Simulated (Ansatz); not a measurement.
## Electronic structure of MgI₂ in real space

```cif
data_structure
_symmetry_space_group_name_H-M 'P 1'
_symmetry_Int_Tables_number 1
_cell_length_a 4.1335
_cell_length_b 4.1335
_cell_length_c 20.5732
_cell_angle_alpha 90.000
_cell_angle_beta 90.000
_cell_angle_gamma 120.000
_cell_volume 304.41
loop_
_atom_site_label
_atom_site_type_symbol
_atom_site_fract_x
_atom_site_fract_y
_atom_site_fract_z
_atom_site_occupancy
Mg1 Mg 0.00000 0.00000 0.00000 1
Mg2 Mg 0.66667 0.33333 0.33333 1
Mg3 Mg 0.33333 0.66667 0.66667 1
I1 I 0.00000 0.00000 0.25196 1
I2 I 0.66667 0.33333 0.58529 1
I3 I 0.33333 0.66667 0.91862 1
I4 I 0.66667 0.33333 0.08138 1
I5 I 0.33333 0.66667 0.41471 1
I6 I 0.00000 0.00000 0.74804 1
```

Space group R-3m; started from the CdCl2 (3R octahedral) bulk prototype, which need not be the ambient phase.

The calculation used DFT, PBE-D4, plane waves, PAW (Ansatz).

Core electrons are frozen (PAW), and the valence fields are smoothed inside the atomic spheres.

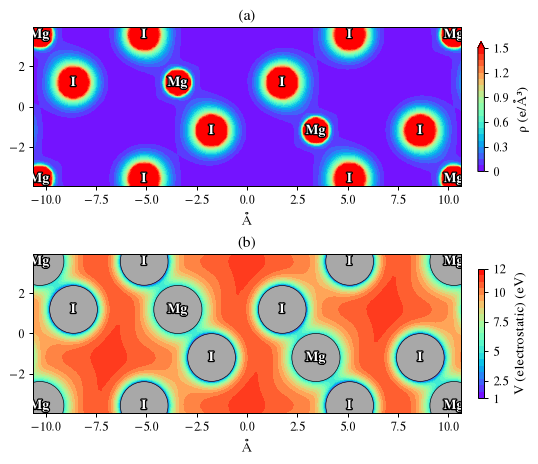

Figure 1. (a) valence pseudo-density; (b) electrostatic potential (local pseudopotential plus Hartree) felt by an electron on the (110) plane of the conventional cell. Grey discs cover the atomic cores in the potential map.

> What do the fields say about this system?

Atoms in the plane: Mg and I.
Mg–I (2.92 Å): ρ at the midpoint is about 0.26 e/Å³.
Between the atoms the lowest density in this plane is 0.004 e/Å³.
Outside the cores the potential energy rises away from the atoms and is highest about 2.9 Å from the nearest atoms; its zero is arbitrary.

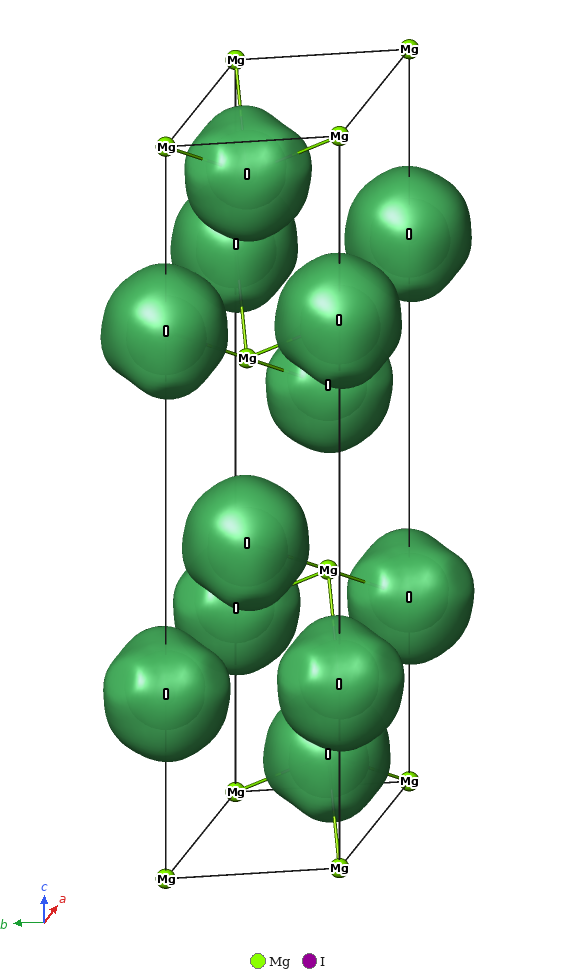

Figure 2. Isosurface of the electron localisation function at 0.65 (green), seen at an oblique angle. Only the valence region is drawn (cores and ρ < 0.01 e/Å³ removed). Sticks mark near contacts.

> Describe the localisation domains.

The ELF exceeds this value in six regions wrapped around I (the valence shell of each), counted in one cell of 9 atoms. Any copies at cell faces, edges or corners count once. Profiles from the grid: Mg–I (2.92 Å): the ELF peaks at about 0.85 in the valence shell of I, 1.3 Å from its nucleus, and falls to about 0.05 next to Mg: a closed-shell, largely ionic contact.

> Does the calculation make it a metal, or give it a gap?

It is gapped, with a Kohn–Sham gap of 3.3 eV on the k-point mesh (the band edges may lie off the mesh, which would make the gap smaller).
